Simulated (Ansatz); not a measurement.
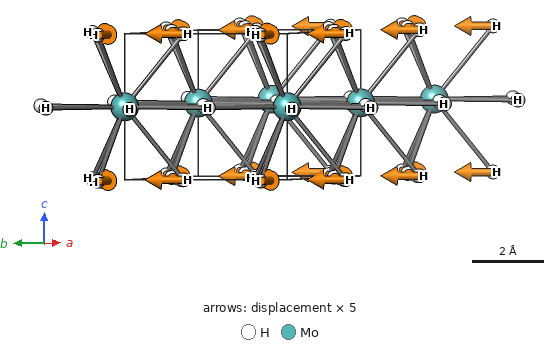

This is a relaxation of solid MoH$_{5}$ (a generated structure, set up in P-62m) (coarse preliminary run). The starting structure is drawn; orange arrows show the displacements (the part carried along by the change of the cell is left out), magnified 5 times.

Style: ball-and-stick. Shown: the cell of the calculation, repeated 2 × 1 × 1 with one cell outlined, from a free direction.

The calculation used Ansatz 0.2.0, DFT PBE, scalar-relativistic, plane waves, PAW. Settings: plane-wave cutoff 420 eV; k-point mesh 6 × 6 × 4; occupations gaussian; smearing width 0.1 eV; no spin polarisation; cell and atoms relaxed; force threshold 0.04 eV/Å; at most 70 steps.

Question: Which element moves most?

Answer: Hydrogen: up to 0.22 Å, against 0.00 Å for molybdenum.

Question: What did the optimiser do to the structure, and how much energy did it gain?

Answer: After 8 accepted moves (9 points after the start) the energy has fallen by 8.648 eV per cell of the calculation. The largest force component goes from 1.4 to 0.014 eV/Å. Pressure: −26.74 GPa at the start and 0.05 GPa at the end. The SCF was repeated once at an unchanged geometry on a basis and grid sized afresh for the cell, which shifted the energy by 12.7 meV per cell of the calculation at most. The largest moves relative to the cell, 0.22 Å, are those of H atoms. Mo stays in place. The volume changes by −58.0 %, with a = b 4.598 → 3.423 Å (−25.5 %), c 4.132 → 3.132 Å (−24.2 %). Among the contacts that change: H–Mo 2.652 → 1.866 Å, H–Mo 2.655 → 1.977 Å. The space group stays P-62m (No. 189).

Limits of the set-up: the k-point mesh is coarse for a cell with partly filled bands.
